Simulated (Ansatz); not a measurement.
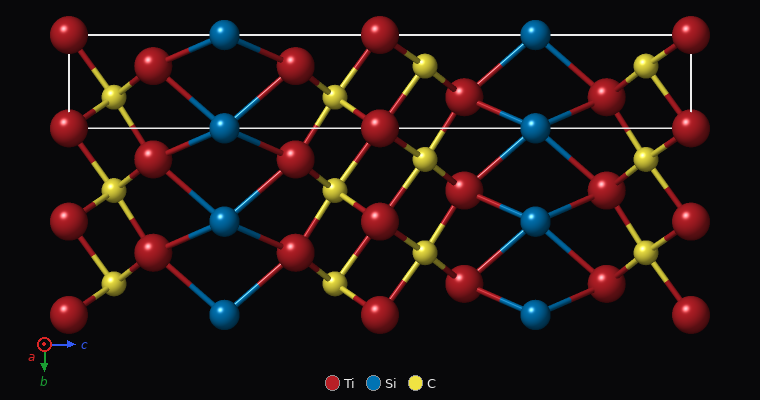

Projection along an edge of the hexagonal mesh, stacking direction c to the right. Every atom sits on one of the three columns of the mesh; call them A, B, C in the order in which they first turn up. The sequence starts with the first layer at or above the cell's origin.

Ti3SiC2: coordinates from a relaxation with DFT PBE+D3(BJ), scalar-relativistic, plane waves, PAW in Ansatz.

Q: Read off the stacking sequence over one period.

A: Ti(A) – C(B) – Ti(C) – Si(A) – Ti(C) – C(B) – Ti(A) – C(C) – Ti(B) – Si(A) – Ti(B) – C(C) (twelve layers in 17.54 Å).

Heights of the layers:

```json
{"layer": "1", "atoms (column)": "Ti(A)", "height (Å)": "0.00", "to next (Å)": "1.27"}
{"layer": "2", "atoms (column)": "C(B)", "height (Å)": "1.27", "to next (Å)": "1.11"}
{"layer": "3", "atoms (column)": "Ti(C)", "height (Å)": "2.38", "to next (Å)": "2.01"}
{"layer": "4", "atoms (column)": "Si(A)", "height (Å)": "4.38", "to next (Å)": "2.01"}
{"layer": "5", "atoms (column)": "Ti(C)", "height (Å)": "6.39", "to next (Å)": "1.11"}
{"layer": "6", "atoms (column)": "C(B)", "height (Å)": "7.50", "to next (Å)": "1.27"}
{"layer": "7", "atoms (column)": "Ti(A)", "height (Å)": "8.77", "to next (Å)": "1.27"}
{"layer": "8", "atoms (column)": "C(C)", "height (Å)": "10.04", "to next (Å)": "1.11"}
{"layer": "9", "atoms (column)": "Ti(B)", "height (Å)": "11.14", "to next (Å)": "2.01"}
{"layer": "10", "atoms (column)": "Si(A)", "height (Å)": "13.15", "to next (Å)": "2.01"}
{"layer": "11", "atoms (column)": "Ti(B)", "height (Å)": "15.16", "to next (Å)": "1.11"}
{"layer": "12", "atoms (column)": "C(C)", "height (Å)": "16.27", "to next (Å)": "1.27"}
```
